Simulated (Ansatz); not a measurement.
# ZnSe7: what the fields show

Input file:

```
crystal:
  lattice:
    - [3.8277698729, 0.0, 0.0]
    - [-1.9138849364, 3.3149459498, 0.0]
    - [0.0, 0.0, 15.7164814425]
  atoms:
    - { symbol: Zn, position: [0.0, 0.0, 0.1425737665] }
    - { symbol: Se, position: [0.0, 0.0, 0.9744766046] }
    - { symbol: Se, position: [0.3333333333, 0.6666666667, 0.1932447139] }
    - { symbol: Se, position: [0.3333333333, 0.6666666667, 0.8772456108] }
    - { symbol: Se, position: [0.0, 0.0, 0.4962040514] }
    - { symbol: Se, position: [0.3333333333, 0.6666666667, 0.592987558] }
    - { symbol: Se, position: [0.6666666667, 0.3333333333, 0.4007998114] }
    - { symbol: Se, position: [0.6666666667, 0.3333333333, 0.7814678834] }
basis:
  ecutwfc: 420
kpoints:
  mp_grid: { grid: [12, 12, 2] }
hamiltonian:
  xc: pbe
scf:
  occupations: { method: gaussian, width: 0.1 }
output:
  forces: true
  stress: true
  eigenvalues: true
  write_density: true
  write_potential: true
  elf: true
  volumetric_format: npy
relax:
  adjacent_minimum: "off"
  f_tol: 0.01
  max_steps: 30
  cell: { stress_tol: 0.1, fix: [volume] }
```

Launched as:

```sh
ansatz run input.yaml --threads 1 --pin off --max-ram 2560MiB --backend cpu --events-out ev --progress --plain --runs-dir out
```

Below, planes, directions and counts refer to the conventional cell (a = 3.86 Å, b = 3.86 Å, c = 15.45 Å, α = 90.00°, β = 90.00°, γ = 120.00°).

The fields are those of the relaxed geometry.

Space group P3m1; a generated structure, not necessarily the stable one; changed on purpose from its base cell (volume × 0.97, shape and atoms relaxed).

Method: DFT PBE, scalar-relativistic, plane waves, PAW (Ansatz).

The density is the valence pseudo-density of a PAW calculation; it isn't the true density close to the nuclei.

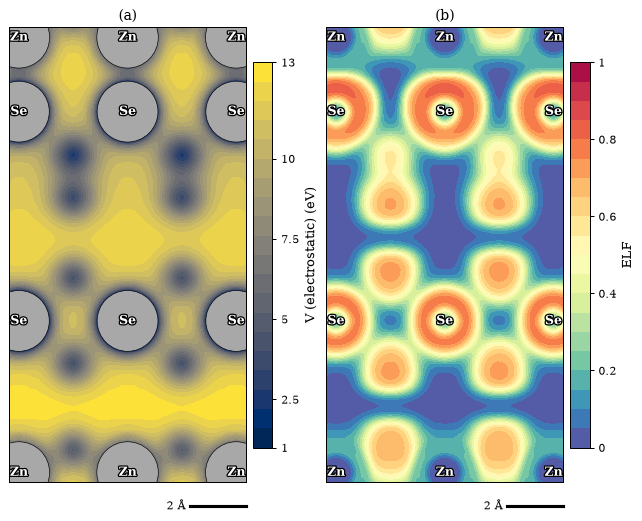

Figure 1. (a) electrostatic potential energy of an electron; (b) electron localisation function on the (010) plane of the conventional cell. Grey discs cover the atomic cores in the potential map.

Question: What do the fields say about this system?

Answer: The section cuts through Zn and Se sites. Zn–Se (2.64 Å): the ELF is about 0.45 at the midpoint and 0.15 at its lowest between the atoms. Outside the cores the potential energy rises away from the atoms and is highest about 2.3 Å from the nearest atoms; its zero is arbitrary.

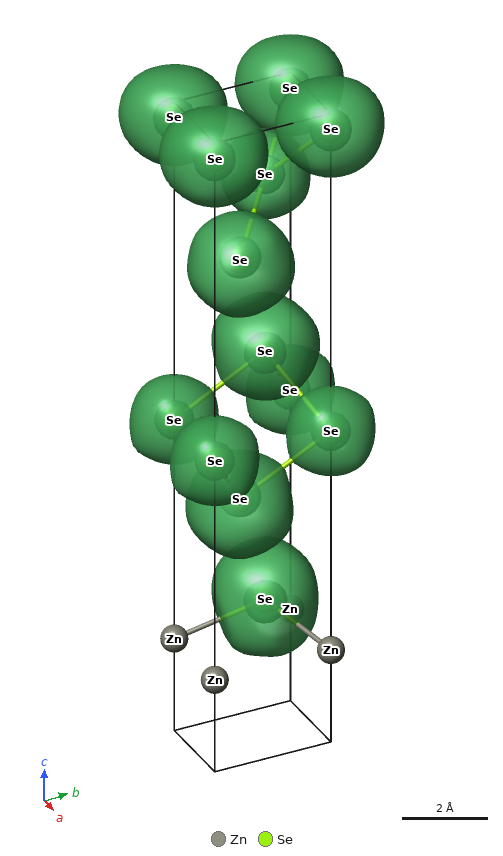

Figure 2. Isosurface of the electron localisation function at 0.6 (green), seen slightly off an axis. Only the valence region is drawn (cores and ρ < 0.01 e/Å³ removed). Sticks mark near contacts.

Question: Describe the localisation domains.

Answer: The ELF exceeds this value in seven regions wrapped around Se (the valence shell of each), counted in one cell of 8 atoms. Any copies at cell faces, edges or corners count once. Along the contacts the grid gives the following. Zn–Se (2.37 Å): the ELF is about 0.60 at the midpoint. Se–Se (2.70 Å): the ELF is about 0.55 at the midpoint.

Question: Metal or insulator at this level of theory?

Answer: It is metallic or semimetallic at this level of theory: no gap opens.
